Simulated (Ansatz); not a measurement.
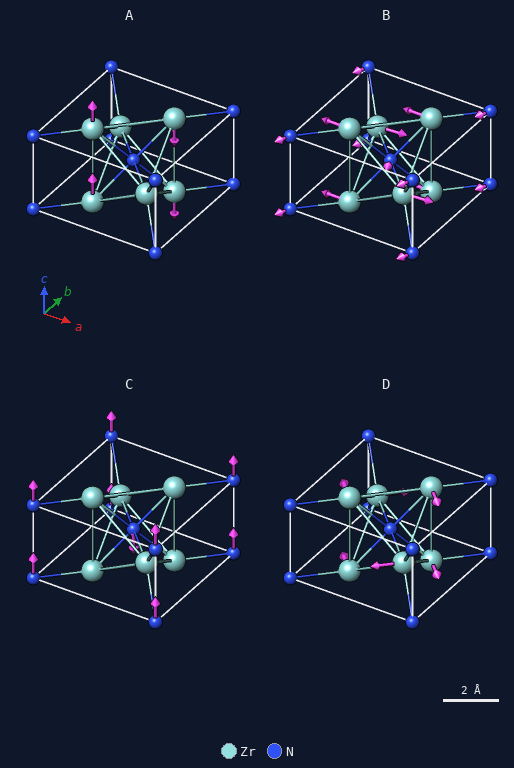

Four optical modes of solid Zr2N at the zone centre, in no order (one member of each degenerate set). The pink arrows give the relative displacements of the atoms. A ball-and-stick model of the cell of the calculation, seen from a free direction.

These are results of Ansatz 0.2.0, DFT LDA, scalar-relativistic, plane waves, PAW, not measurements. (plane-wave cutoff 420 eV; k-point mesh 8 × 8 × 12; occupations fermi dirac; smearing width 0.15 eV; no spin polarisation)

The frequencies depend somewhat on the k-mesh and the smearing.

Q: Rank the modes by frequency, softest first.

A: D (47 cm⁻¹), A (178 cm⁻¹), B (215 cm⁻¹), C (533 cm⁻¹). D, B₁g: The N atoms stay at rest; atoms of one kind move against one another, with no net shift of their sublattice; it mainly bends the Zr–Zr, N–Zr bonds. A, E_g: The N atoms stay at rest; all motion is along c; atoms of one kind move against one another, with no net shift of their sublattice. B, E_u: The kinetic energy is shared as Zr 98 %, N 2 %. C, B₁u: All motion is along c; atoms of one kind move against one another, with no net shift of any sublattice; the kinetic energy is shared as N 97 %, Zr 3 %. The crystal is metallic in this run.
